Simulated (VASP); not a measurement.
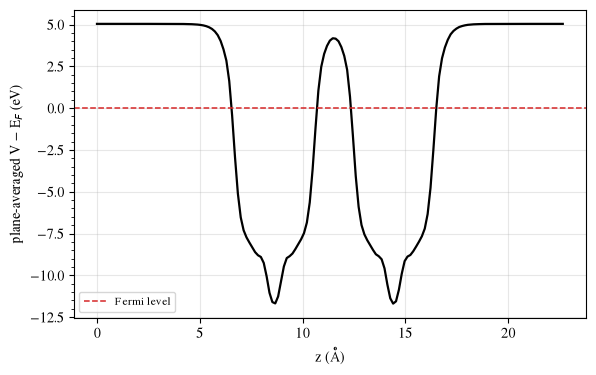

Figure 1: PtSe2 (slab). Plane average of the electrostatic potential (local pseudopotential plus Hartree) felt by an electron across the slab.

Method: VASP 6.6.1, Kohn-Sham DFT of a periodic cell, PBE with D3(BJ), VASP PAW PBE potentials, recommended.

```xyz
6
Lattice="3.7069 0.0000 0.0000 -1.8535 3.2103 0.0000 0.0000 0.0000 22.7988" Properties=species:S:1:pos:R:3 pbc="T T T"
Se    1.8535    1.0701    4.5000
Se    0.0000    2.1402    7.1495
Se    3.0891    0.0000   10.3094
Se    1.2356    1.0701   12.9589
Pt    0.0000    0.0000    5.8246
Pt   -0.6178    2.1402   11.6340
```

### How far above the Fermi level of the calculation is the vacuum level?

5.0 eV. The slab has a gap, so the Fermi level lies inside it and this isn't a work function in the metallic sense.

### How thick is the slab, and how wide the vacuum?

The outermost nuclei are 8.5 Å apart, in 6 atomic planes; the vacuum between periodic images is 14.3 Å wide.
